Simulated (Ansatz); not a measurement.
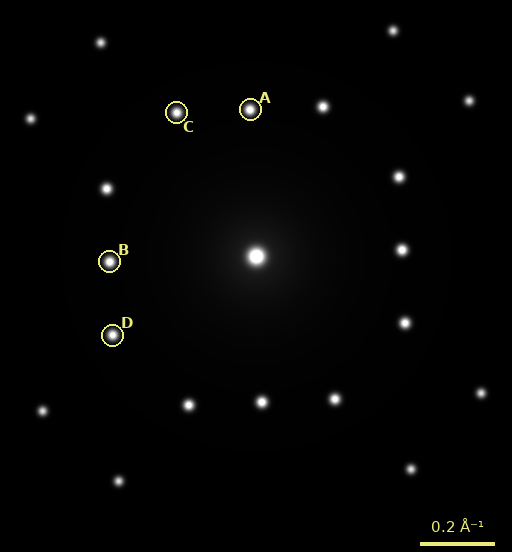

Kinematic zone-axis pattern, calculated for 200 keV electrons with B = 0.5 Å². The zone axis points towards the electron source and the pattern is seen from the source side.

W, space group Pm-3n (No. 223), a = 5.03 Å. Structure: the input geometry of an electronic-structure calculation (not necessarily at equilibrium).

```cif
data_structure
_symmetry_space_group_name_H-M 'Pm-3n'
_symmetry_Int_Tables_number 223
_cell_length_a 5.0315
_cell_length_b 5.0315
_cell_length_c 5.0315
_cell_angle_alpha 90.000
_cell_angle_beta 90.000
_cell_angle_gamma 90.000
_cell_volume 127.38
loop_
_atom_site_label
_atom_site_type_symbol
_atom_site_symmetry_multiplicity
_atom_site_Wyckoff_symbol
_atom_site_fract_x
_atom_site_fract_y
_atom_site_fract_z
_atom_site_occupancy
W1 W 2 a 0.00000 0.00000 0.00000 1
W2 W 6 c 0.00000 0.50000 0.25000 1
```

Spot A is indexed -2 0 0 and spot B 0 -2 0.

Q: What are the indices of the remaining marked spots?

A: C = A + (1/2)B = -2 -1 0 (d = 2.250 Å). D = −(1/2)A + B = 1 -2 0 (d = 2.250 Å).

Q: Which zone axis is this?

A: The cross product of A and B is parallel to [001]; every spot obeys hu + kv + lw = 0.

Q: What are the spacings of A and B and the angle between them?

A: d(A) = 2.516 Å, d(B) = 2.516 Å, and the angle is 90.0°.
